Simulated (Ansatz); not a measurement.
# Al(100) / 3 layers Ir(100) / Al(100): resistance against film thickness

Aim: what a thin film of another metal adds to the resistance, first Al(100) / 3 layers Ir(100) / Al(100).

Method: Ansatz plane-wave DFT, LDA, PAW files; ballistic transport by layer matching (Landauer), zero bias, in Ansatz 0.2.0.

**1. The starting structure**

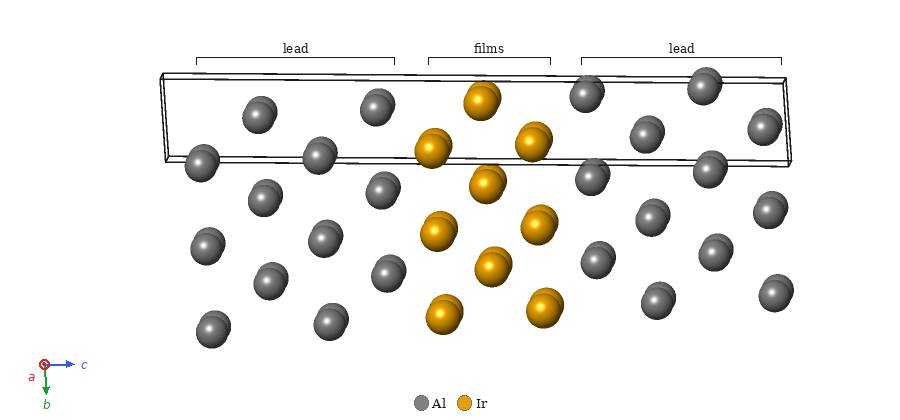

The starting structure, seen from the side, with the c axis across the page (aluminium grey, iridium orange). 2×3×1 cells are drawn.

The cell holds 11 atoms: 8 Al and 3 Ir. Its edges and angles: a = 2.862 Å, b = 2.862 Å, c = 21.468 Å, α = 86.2°, β = 86.2°, γ = 90.0°. It derives from Al and Ir. Regions: lead, 8 atoms (8 Al); films, 3 atoms (3 Ir). The structure is stacked along c, and the current runs across the ab planes.

**2. With 3 layers**

The film is laid into the lead at the lead's in-plane lattice, and the cell closes on the lead's own image. The mesh across the current, 26×26, is finer than the density's, because channels open and close sharply across the zone. Energies from -1 to 1 eV in steps of 0.036 eV cover the slope of the Fermi function at 300 K, so the program can form a conductance.

The input, input.yaml:

```yaml
crystal:
  lattice:
    - [2.862347037, 0.0, 0.0]
    - [0.0, 2.862347037, 0.0]
    - [1.4311735185, 1.4311735185, 21.3727986158]
  atoms:
    - { symbol: Al, position: [0.9763252226, 0.9763252226, 0.0473495548] }
    - { symbol: Al, position: [0.4289756677, 0.4289756677, 0.1420486645] }
    - { symbol: Al, position: [0.8816261129, 0.8816261129, 0.2367477742] }
    - { symbol: Al, position: [0.3342765581, 0.3342765581, 0.3314468838] }
    - { symbol: Ir, position: [0.7904011871, 0.7904011871, 0.4191976258] }
    - { symbol: Ir, position: [0.25, 0.25, 0.5] }
    - { symbol: Ir, position: [0.7095988129, 0.7095988129, 0.5808023742] }
    - { symbol: Al, position: [0.1657234419, 0.1657234419, 0.6685531162] }
    - { symbol: Al, position: [0.6183738871, 0.6183738871, 0.7632522258] }
    - { symbol: Al, position: [0.0710243323, 0.0710243323, 0.8579513355] }
    - { symbol: Al, position: [0.5236747774, 0.5236747774, 0.9526504452] }
kpoints:
  mp_grid: { grid: [13, 13, 2] }
hamiltonian:
  xc: lda
scf:
  occupations: { method: fermi_dirac, width: 0.1 }
output:
  transmission: { leads: [[0, 1]], kmesh: [26, 26], e_range: [-1.0, 1.0], de: 0.036 }
  write_potential: true
  write_density: true
  volumetric_format: npy
  elf: true
```

Command:

```sh
$ ansatz run input.yaml --threads 4 --pin off --max-ram 8192MiB --backend cpu --events-out ev --progress --plain --runs-dir out
```

Numbers of over 12 decimals in the logs are rounded to 6 here.

The log of the run:

```text
Warning: crystal.symmetry: narrowed to the stabiliser of the k-point mesh — unitary ops 16 → 4; excluded 12 operations that carry a point of the 13×13×2 mesh (shift [0, 0, 0]) off the mesh (the run samples exactly the mesh kpoints.mp_grid names, as under crystal.symmetry.detect: false, and its converged state has the mesh's symmetry, not the crystal's; ε∞, the Born charges and the force constants of a linear response (`dielectric:` by the response, `phonons.method: dfpt`) are averaged over those of the crystal's operations that the state keeps within a tolerance, where `mesh_tensors`, `unaveraged_element` or `gamma_mean_max_change_ev_ang2` stands beside them; [rest of the remark cut]
Engine: ansatz 0.2.0, x86_64-unknown-linux-gnu
Pseudopotentials: kind: paw
Pseudopotential: Al, paw, valence charge 3, recommended cutoff 420 eV (normal), Al.paw.azcp
Pseudopotential: Ir, paw, valence charge 17, recommended cutoff 420 eV (normal), Ir.paw.azcp
Functional definition: SPW92
  exchange = slater_x
  correlation = pw_c
Crystal: 11 atoms, lattice volume = 175.108 Å³
Basis set: ecut = 420 eV, 3419 PW (Γ)
Bands: 49, of which v1, the nominal top of the filled ones, is band 38 counted from 1 (37 counted from 0)
Symmetry: 4 space group operations
k-points: 98 of 338
Non-local potential: Al, projectors of the file, l = 0: 2, l = 1: 2, l = 2: 1
Non-local potential: Ir, projectors of the file, l = 0: 3, l = 1: 2, l = 2: 2, l = 3: 1
PAW form: soft (Blöchl's): semilocal exchange-correlation on the pseudo side does not see the compensation charge
PAW frozen core: Al, regenerated for the run's functional, and the local potential with it (the file was generated under x = pbe(κ = 0.804, μ = 0.219515), c = pbe(β = 0.066725))
PAW frozen core: Ir, regenerated for the run's functional, and the local potential with it (the file was generated under x = pbe(κ = 0.804, μ = 0.219515), c = pbe(β = 0.066725))
PAW one-centre angular grid: Al, 110 points (default); XC on 64 Gauss nodes
PAW one-centre angular grid: Ir, 590 points (default); XC on 64 Gauss nodes
Initial density: superposition of atomic densities (neutral atoms: chi_scale 0, normalization atom), corrected by the library's trained network
Initial wavefunctions: pseudopotential atomic-orbital guess
Functional: x = slater, c = lda
SCF iter   1: F=—  HF=-39094.226501 eV  |F-HF|=—  |Δ(HF+E_count)|=         —  Δρ=1.93e-2  dr2=2.10e1  ethr=1.77e-3  ⟨swp⟩=7.1  Hψ=19839  notcnv=0  defer=1
preconditioner: auto → Kerker (q_TF=auto, 2.369 Å⁻¹)  [metal: Δε(μ)=0.014 eV  Ē_g=6.297 eV  σ=0.100 eV  W_gap=0.03  n_scr=40 (ndim 8)  ℏωp=20.0 eV  f_vac=0.000  D(μ)=5.15/eV (n_scr^D=30)]
SCF iter   2: F=—  HF=-39094.029793 eV  |F-HF|=—  |Δ(HF+E_count)|=   1.97e-1  Δρ=1.01e-2  dr2=7.88e0  ethr=1.77e-3  ⟨swp⟩=1.0  Hψ=5586  notcnv=0  defer=2
SCF iter   3: F=—  HF=-39093.921405 eV  |F-HF|=—  |Δ(HF+E_count)|=   1.08e-1  Δρ=2.45e-3  dr2=4.11e-2  ethr=1.77e-3  ⟨swp⟩=1.7  Hψ=4876  notcnv=0  defer=2
SCF iter   4: F=—  HF=-39093.917479 eV  |F-HF|=—  |Δ(HF+E_count)|=   3.93e-3  Δρ=1.16e-3  dr2=3.45e-2  ethr=5.48e-5  ⟨swp⟩=2.5  Hψ=8269  notcnv=0  defer=17
SCF iter   5: F=—  HF=-39093.916921 eV  |F-HF|=—  |Δ(HF+E_count)|=   5.58e-4  Δρ=2.18e-4  dr2=6.70e-4  ethr=4.60e-5  ⟨swp⟩=1.0  Hψ=4737  notcnv=0  defer=17
SCF iter   6: F=—  HF=-39093.916900 eV  |F-HF|=—  |Δ(HF+E_count)|=   2.05e-5  Δρ=3.30e-5  dr2=8.43e-6  ethr=8.94e-7  ⟨swp⟩=1.0  Hψ=4742  notcnv=0  defer=17
SCF iter   7: F=—  HF=-39093.916893 eV  |F-HF|=—  |Δ(HF+E_count)|=   7.18e-6  Δρ=4.86e-6  dr2=7.05e-8  ethr=1.33e-10  ⟨swp⟩=6.6  Hψ=16094  notcnv=0
SCF iter   8: F=-39093.916893 eV  HF=-39093.916893 eV  |F-HF|=4.90e-9  |Δ(HF+E_count)|=   1.01e-8  Δρ=8.84e-7  dr2=5.35e-9  ethr=9.40e-11  ⟨swp⟩=1.0  Hψ=10120  notcnv=0
SCF 1 converged in 8 iterations: F = -39093.916893 eV  dr2 = 5.35e-9
  greatest PAW one-centre occupation: 1.000 electrons in one spin orbital (limit 2), on the Ir atom at site 5 (counted from 0), in its partial waves of l = 0
transmission: 551 of 5490 steps passed
transmission: 1099 of 5490 steps passed
[...]
transmission: 5490 of 5490 steps passed
SCF converged after 8 iterations
Free energy (F): -39093.916893 eV
Harris-Foulkes:  -39093.916893 eV  (|F-HF|=4.90e-9)
Internal energy: -39093.713892 eV  (E = F + TS)
E sigma→0 (E₀):  -39093.815393 eV
Entropy (-TS):   -0.203002 eV (-18.455 meV/atom)
Fermi energy:    11.914258 eV
--- Per-component energies (eV) ---
  E_band       = -763.791215
  E_kinetic    = 2053.221155
  E_local      = -46502.807317  (includes V_loc(G=0)·N_el)
  E_nonlocal   = 326.191398
  E_hartree    = 22619.819567
  E_xc         = -1113.434888
  E_vxc        = -1133.456651  (∫ρ·V_xc dr)
  E_paw        = -30405.670338  (= ΣΔE_a)
  E_vpaw       = -746.597881  (= ΣTr[D̂ρ^β])
  E_aug_tail   = 0.000124  (compensation charges beyond the density's cutoff)
  E_ewald      = 13927.285869
  E_core_change = 1.680539  (= ΣΔE_core)
  E_smearing   = -0.203002  (= −TS)
  E_closure    = -0.000000  (closes the sum)
  Σ components = -39093.916893   (vs F -39093.916893, Δ=0.00e0)
--- Band table (eV; the first three rows and the last of 98) ---
  k-point 0: bands = [... 34 lower, 11.3665, 12.0386, 12.0388, 12.4199, 13.0982, 14.1503, 16.9428, 17.3196, ... 7 higher]
  k-point 1: bands = [... 34 lower, 12.0058, 12.0386, 12.0388, 12.1883, 12.4199, 14.7776, 16.4452, 17.3216, ... 7 higher]
  k-point 2: bands = [... 34 lower, 11.3045, 11.8689, 12.2656, 12.2912, 13.6829, 14.2871, 15.4439, 15.7828, ... 7 higher]
  k-point 97: bands = [... 34 lower, 11.4024, 11.5223, 11.6860, 11.9304, 11.9661, 12.0484, 12.2270, 12.3663, ... 7 higher]
--- Transmission ---
  basis      : 69 plane waves across, 30 finite elements along
  points     : 183, standing for a mesh of 26 x 26
  filling    : by the input's occupations and mesh, since the crystals that have channels conduct as metals do. If one of these is a semiconductor, that mesh has misplaced its level
  energies   : 56 from -1.000000 to 0.980000 eV about the Fermi level, 0.036000 eV apart; the leads are filled to 0.000000 eV, and channels, transmission and decay are at 0.008000 eV
  crystal 0  : Al1, at the sites [0, 1], period 2.0240 Å, over 16.19 Å; its Hamiltonian steps by up to 23.1 meV
    offset         : up to 0.0000 Å between an atom of the period and one for which it stands
    filled         : 21.6 meV under the level at which it is neutral
    channels       : 1.628698e0 a spin
    conductance    : 1.5406e15 S/m² at 300 K; may be off by some 0.0 % by where its bands' edges are placed, 5.5 % from the k-mesh, 0.1 % from the distance to neutral
    slowest decay  : 0.0224 /Å at (0.5000, 0.4615)
  junction   : crystal 0 to crystal 0, 0.70 to 20.05 Å
    transmission   : 3.940018e-1 a spin
    conductance    : 3.7419e14 S/m² at 300 K (3.7695e14 on every other point, 3.7339e14 on every other energy)
    error estimate : 0.2 % from the energy spacing and 0.0 % from band edges of the leads and from resonances (wavevectors taken as independent; lower de), 10.5 % from the k-mesh, 13.8 % from the steps of its leads' Hamiltonians or their offsets (lay more layers), 0.6 % from the distance to neutral
    resistance     : 2.0234e-3 Ω µm² beyond half of each lead's own
```

Elapsed: 3.5 min, on 4 threads of Intel Xeon Platinum 8259CL at 2.50GHz (Skylake/Cascade Lake), shared host; peak memory 0.93 GiB; 13 min of CPU time.

This step gave:

```yaml
free_energy: -39093.9169 eV
energy_at_zero_smearing: -39093.8154 eV
fermi_energy: 11.91 eV
cell_area: 8.193 Å²
step_of_the_lead_s_potential: 23.1 meV
ballistic_conductance_of_the_lead: 1.54e15 S/m²
estimated_errors_of_the_lead_s_conductance: 0, 5.5, 0.1 % (band edges, k-mesh, distance from neutral)
lead_conductance_per_cell: 1.629 G₀
conductance_of_the_junction: 3.74e14 S/m²
junction_conductance_per_cell: 0.3957 G₀
estimated_errors_of_the_junction_s_conductance: 0.2, 0, 10.5, 13.8, 0.6 % (energy step, band edges, k-mesh, leads' steps, distance from neutral)
area_resistance_that_the_stack_adds_contact_term_taken_off_spin_by_spin: 2.023 fΩ m²
```

Per spin. The transmission, zone mean by energy, zero at the Fermi level:

| energy (eV) | transmission, zone mean |
| --- | --- |
| -1.000 | 0.544 |
| -0.964 | 0.555 |
| -0.784 | 0.510 |
| -0.604 | 0.466 |
| -0.568 | 0.489 |
| -0.388 | 0.440 |
| -0.208 | 0.413 |
| 0.008 | 0.394 |
| 0.188 | 0.502 |
| 0.296 | 0.525 |
| 0.404 | 0.503 |
| 0.584 | 0.610 |
| 0.800 | 0.545 |

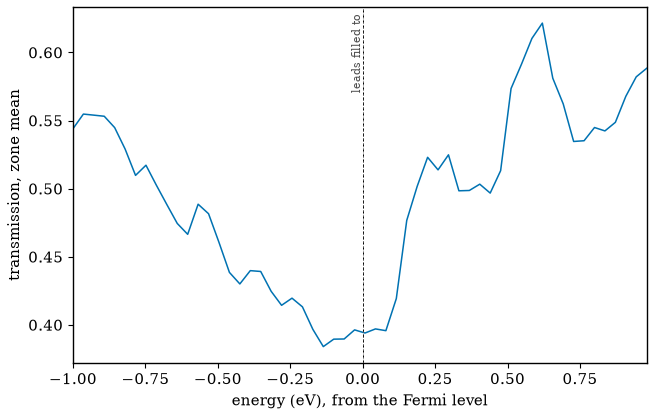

Transmission, zone mean against energy.

Per spin. The open channels, zone mean, lead by energy, zero at the Fermi level:

| energy (eV) | open channels, zone mean, lead |
| --- | --- |
| -1.000 | 1.53 |
| -0.892 | 1.59 |
| -0.784 | 1.56 |
| -0.712 | 1.58 |
| -0.604 | 1.55 |
| -0.496 | 1.55 |
| -0.388 | 1.56 |
| -0.316 | 1.55 |
| -0.208 | 1.62 |
| -0.100 | 1.59 |
| 0.008 | 1.63 |
| 0.116 | 1.64 |
| 0.188 | 1.68 |
| 0.296 | 1.76 |
| 0.404 | 1.80 |
| 0.512 | 1.77 |
| 0.584 | 1.77 |
| 0.692 | 1.79 |
| 0.800 | 1.80 |
| 0.908 | 1.82 |

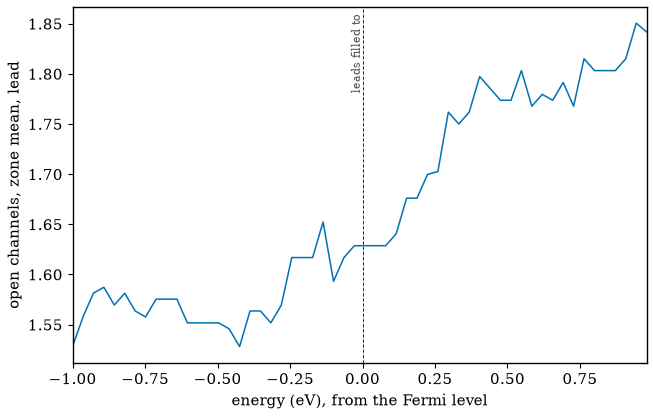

Open channels, zone mean, lead, plotted against energy.

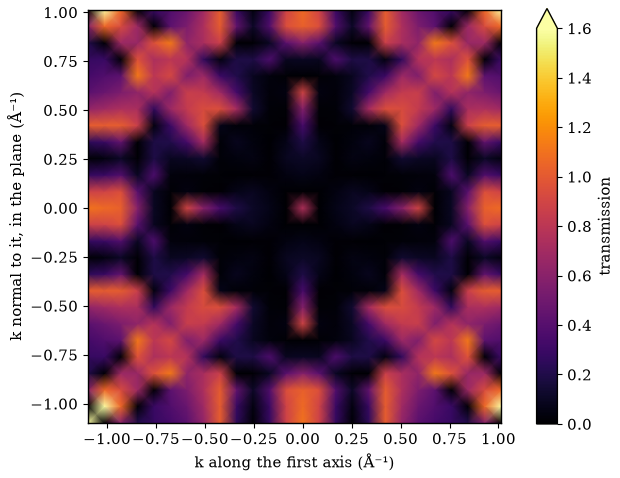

Transmission over k1 and k2. At 0.0080 eV from the Fermi level.

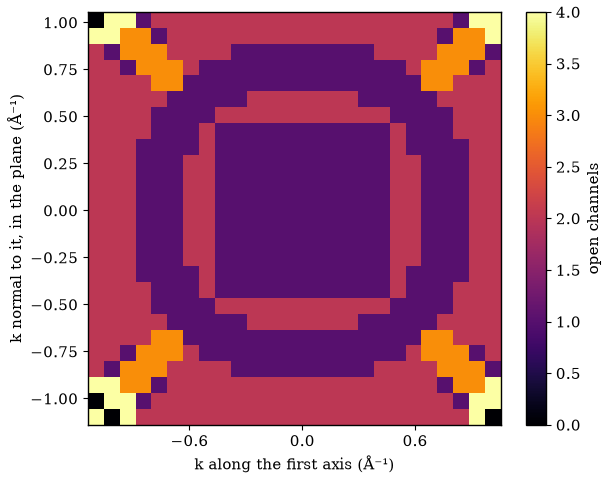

Open channels over k1 and k2. At 0.0080 eV from the Fermi level.

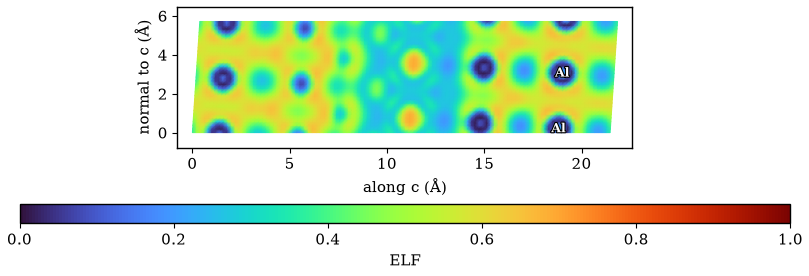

ELF in the ca plane at fractional y = 0.071, with atoms of Al within 0.2 Å of it. It is the smooth field of the valence electrons, not physical close to the nuclei.

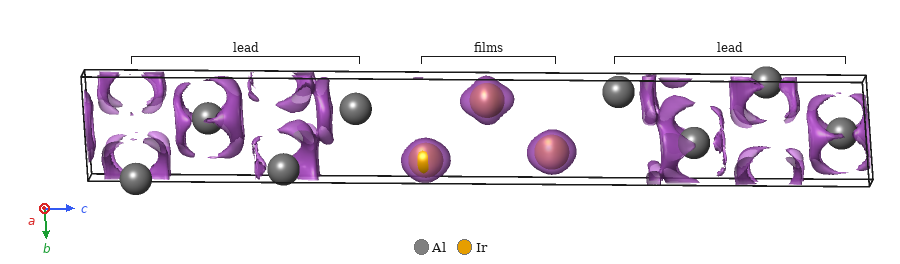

Surface of ELF = 0.63.

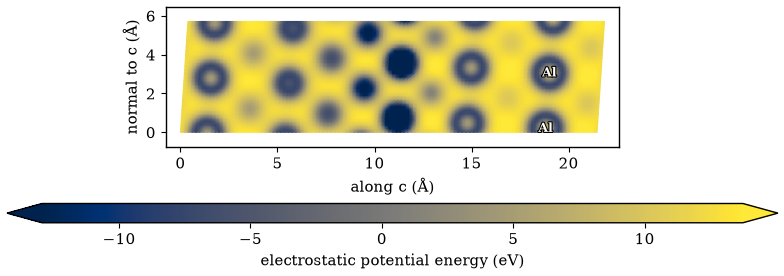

Electrostatic potential energy in the ca plane at fractional y = 0.071, with atoms of Al within 0.2 Å of it. With pseudopotentials it is smooth inside the atoms' cores, unlike the true potential.

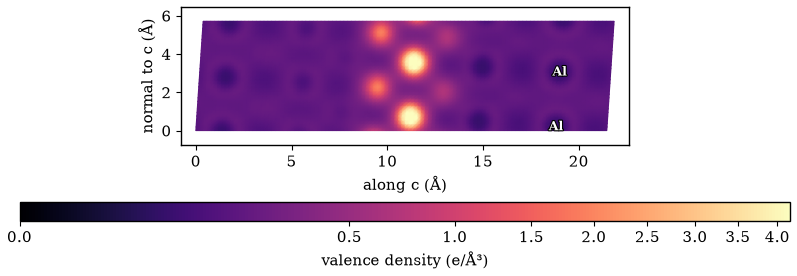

Valence density in the ca plane at fractional y = 0.071, with atoms of Al within 0.2 Å of it. It is the smooth field of the valence electrons, not physical close to the nuclei. The colour scale is stretched toward low values.

The lead's potential steps by 23 meV from period to period, small in itself. The program estimates the junction's conductance to 10 % from the k-mesh, 0.6 % from the leads' distance from neutral and 14 % from their steps.

By hand: 1/G − 1/G_lead = 1/0.3742 − 1/1.541 = 2.02 fΩ m² with G in 10¹⁵ S/m².

**3. With 5 layers, k-mesh 13×13×1, film layers 5**

The stack now holds 5 film layers; the k-mesh follows the cell, and the energies span -0.27 to 0.27 eV.

System of this step: Al(100) / 5 layers Ir(100) / Al(100). The cell holds 13 atoms: 8 Al and 5 Ir. Its edges and angles: a = 2.862 Å, b = 2.862 Å, c = 24.909 Å, α = 86.7°, β = 86.7°, γ = 90.0°. It derives from Al and Ir. Regions: lead, 8 atoms (8 Al); films, 5 atoms (5 Ir). The structure is stacked along c, and the current runs across the ab planes.

The input, input.yaml:

```yaml
crystal:
  lattice:
    - [2.862347037, 0.0, 0.0]
    - [0.0, 2.862347037, 0.0]
    - [1.4311735185, 1.4311735185, 24.8267443596]
  atoms:
    - { symbol: Al, position: [0.9796189044, 0.9796189044, 0.0407621912] }
    - { symbol: Al, position: [0.4388567132, 0.4388567132, 0.1222865735] }
    - { symbol: Al, position: [0.898094522, 0.898094522, 0.2038109559] }
    - { symbol: Al, position: [0.3573323309, 0.3573323309, 0.2853353383] }
    - { symbol: Ir, position: [0.8195609882, 0.8195609882, 0.3608780236] }
    - { symbol: Ir, position: [0.2847804941, 0.2847804941, 0.4304390118] }
    - { symbol: Ir, position: [0.75, 0.75, 0.5] }
    - { symbol: Ir, position: [0.2152195059, 0.2152195059, 0.5695609882] }
    - { symbol: Ir, position: [0.6804390118, 0.6804390118, 0.6391219764] }
    - { symbol: Al, position: [0.1426676691, 0.1426676691, 0.7146646617] }
    - { symbol: Al, position: [0.601905478, 0.601905478, 0.7961890441] }
    - { symbol: Al, position: [0.0611432868, 0.0611432868, 0.8777134265] }
    - { symbol: Al, position: [0.5203810956, 0.5203810956, 0.9592378088] }
kpoints:
  mp_grid: { grid: [13, 13, 1] }
hamiltonian:
  xc: lda
scf:
  occupations: { method: fermi_dirac, width: 0.1 }
output:
  transmission:
    leads: [[0, 1]]
    kmesh: [26, 26]
    e_range: [-0.27, 0.27]
    de: 0.036
  write_potential: true
  write_density: true
  volumetric_format: npy
```

The log of the run:

```text
[...]
Crystal: 13 atoms, lattice volume = 203.406 Å³
Basis set: ecut = 420 eV, 3983 PW (Γ)
Bands: 68, of which v1, the nominal top of the filled ones, is band 55 counted from 1 (54 counted from 0)
Symmetry: 4 space group operations
k-points: 49 of 169
[...]
--- Transmission ---
  basis      : 69 plane waves across, 37 finite elements along
  points     : 183, standing for a mesh of 26 x 26
[...]
filled         : 29.1 meV under the level at which it is neutral
    channels       : 1.628698e0 a spin
[...]
slowest decay  : 0.0220 /Å at (0.5000, 0.4615)
  junction   : crystal 0 to crystal 0, 0.70 to 23.50 Å
    transmission   : 4.655513e-1 a spin
[...]
resistance     : 1.6492e-3 Ω µm² beyond half of each lead's own
[key lines of the parts left out:]
SCF converged after 8 iterations
Free energy (F): -62420.173659 eV
Fermi energy:    13.762742 eV
```

Wall time 2 min (4 threads); peak memory 0.9 GiB; 7.2 min of CPU time.

Numbers from this step:

```yaml
free_energy: -62420.1737 eV
energy_at_zero_smearing: -62420.0271 eV
fermi_energy: 13.76 eV
step_of_the_lead_s_potential: 19.6 meV
estimated_errors_of_the_lead_s_conductance: 0, 5.4, 0.1 % (band edges, k-mesh, distance from neutral)
conductance_of_the_junction: 4.35e14 S/m²
junction_conductance_per_cell: 0.4601 G₀
estimated_errors_of_the_junction_s_conductance: 0.4, 0, 11, 24.2, 0.7 % (energy step, band edges, k-mesh, leads' steps, distance from neutral)
area_resistance_that_the_stack_adds_contact_term_taken_off_spin_by_spin: 1.649 fΩ m²
```

Per spin. Table of transmission, zone mean by energy, zero at the Fermi level:

| energy (eV) | transmission, zone mean |
| --- | --- |
| -0.270 | 0.428 |
| -0.234 | 0.399 |
| -0.198 | 0.429 |
| -0.162 | 0.401 |
| -0.126 | 0.400 |
| -0.090 | 0.400 |
| -0.054 | 0.456 |
| -0.018 | 0.482 |
| 0.018 | 0.466 |
| 0.054 | 0.442 |
| 0.090 | 0.441 |
| 0.126 | 0.454 |
| 0.162 | 0.486 |
| 0.198 | 0.504 |
| 0.234 | 0.490 |
| 0.270 | 0.487 |

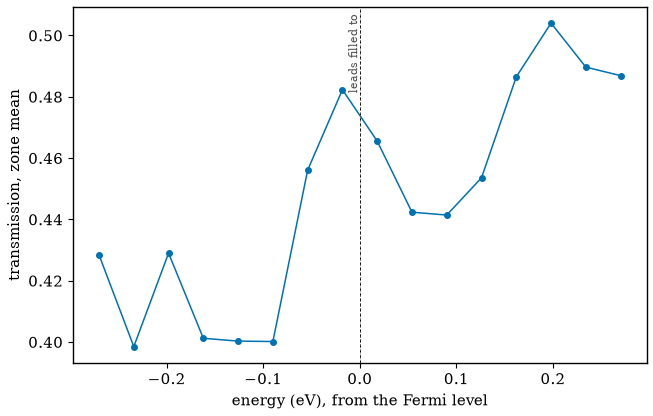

Transmission, zone mean against energy.

The conductance of the junction is 4.4e14 S/m², 16 % over the 3.7e14 S/m² of the last finished run, no more than the error estimates, leads' steps apart, of 10 and 11 % together. The estimate from the leads' steps, 24 %, is larger still.

(Part 1 of 2 ends here.)

[Logs are printed without paths, hosts, clocks, repeated set-up lines and the standing remarks that a program may print on its own settings, such as how far it seeks lower states.]

[Hosts, paths, dates, database ids (printed as entryN), source tags and the programs' standing remarks are cut or masked in the printed files.]
